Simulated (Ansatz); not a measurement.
Structure (in its standard cell), the input geometry of an electronic-structure calculation (not necessarily at equilibrium); the starting structure was generated, so it need not be a known form of this composition:

```yaml
crystal:
  lattice:
    - [2.72342, 0.00000, 0.00000]
    - [-1.36171, 2.35855, 0.00000]
    - [0.00000, 0.00000, 8.74297]
  atoms:
    - { symbol: Ru, position: [0.00000, 0.00000, 0.00000] }
    - { symbol: Ru, position: [0.00000, 0.00000, 0.50000] }
    - { symbol: Ru, position: [0.33333, 0.66667, 0.25000] }
    - { symbol: Ru, position: [0.66667, 0.33333, 0.75000] }
```

> What does the kinematic electron diffraction pattern along [001] look like at 80 kV (B = 0.3 Å²)?

The spots form a hexagonal net with both shortest vectors at d = 2.36 Å, 60.0° apart. They are 1 0 0 and 0 1 0. The pattern has symmetry 6mm. No reflection of this zone is absent.

Strongest reflections with d > 0.80 Å, one of each family (|F|² from tabulated Gaussian fits of the electron scattering factors, times a small damping for the curvature of the Ewald sphere):

| hkl | d (Å) | I (strongest = 100) |
| --- | --- | --- |
| 2 -1 0 | 1.362 | 100 |
| 1 0 0 | 2.359 | 19 |
| 2 0 0 | 1.179 | 4 |
| 3 -1 0 | 0.891 | 2 |

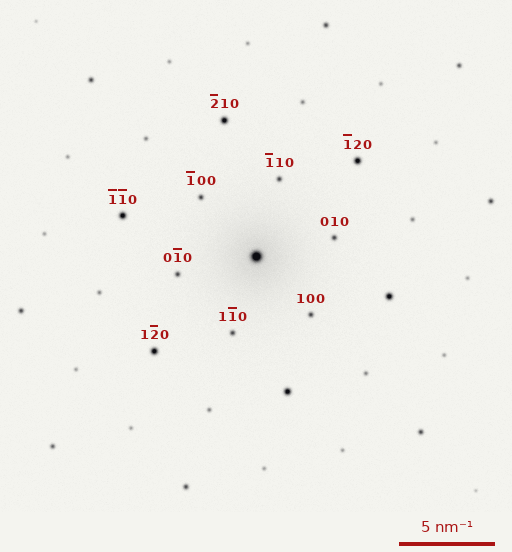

Calculated pattern, seen from the source side with [001] pointing towards the source.
